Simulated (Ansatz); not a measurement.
The calculation's input:

```
crystal:
  lattice:
    - [0.0, 3.068604316, 3.068604316]
    - [3.068604316, 0.0, 3.068604316]
    - [3.068604316, 3.068604316, 0.0]
  atoms:
    - { symbol: Ga, position: [0.0, 0.0, 0.0] }
    - { symbol: Sb, position: [0.75, 0.75, 0.75] }
basis:
  ecutwfc: 420
kpoints:
  mp_grid: { grid: [12, 12, 12] }
hamiltonian:
  xc: pbe
scf:
  occupations: { method: gaussian, width: 0.1 }
output:
  forces: true
  stress: true
  eigenvalues: true
  write_density: true
  write_potential: true
  elf: true
  volumetric_format: npy
relax:
  adjacent_minimum: "off"
  f_tol: 0.005
  max_steps: 80
  cell: { stress_tol: 0.05 }
```

Command:

```sh
ansatz run input.yaml --threads 2 --pin off --max-ram 5120MiB --backend cpu --events-out ev --progress --plain --runs-dir out
```

Below, planes, directions and counts refer to the conventional cell (a = 6.22 Å, b = 6.22 Å, c = 6.22 Å, α = 90.00°, β = 90.00°, γ = 90.00°).

The fields are those of the relaxed geometry.

Space group F-43m; a structure from a database of computed crystals, not necessarily the ambient phase.

Computed with DFT PBE, scalar-relativistic, plane waves, PAW (Ansatz).

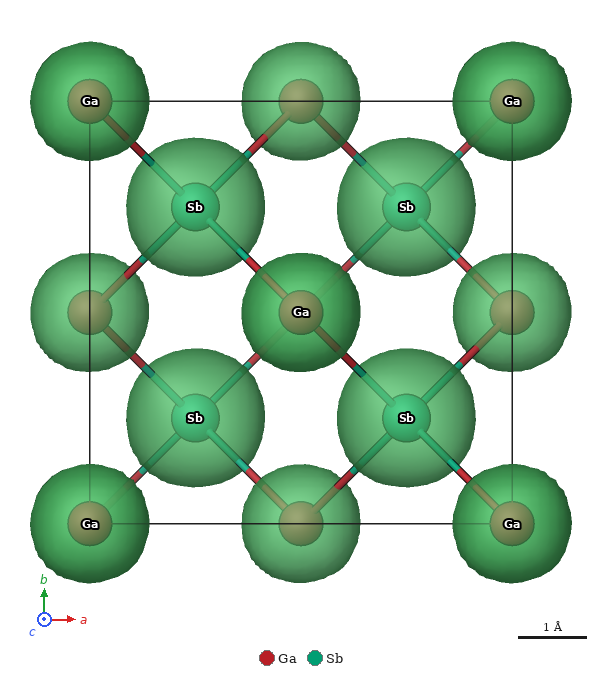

GaSb. Isosurface of the valence pseudo-density at 0.5 e/Å³ (green), seen along the c axis. Sticks mark near contacts.

Core electrons are frozen (PAW), and the valence fields are smoothed inside the atomic spheres.

Q: How is the density connected at this value?

A: At this value the density breaks into separate islands; it holds about 75 % of the electrons treated as valence (semicore included). It bridges none of the near contacts. It is pinched off along the shortest Ga–Sb (2.69 Å) contacts. On the grid the lowest density along these lines, outside the cores, is 0.38 e/Å³ (Ga–Sb, 2.69 Å).

Q: Does the calculation make it a metal, or give it a gap?

A: It is metallic or semimetallic at this level of theory: no gap opens.
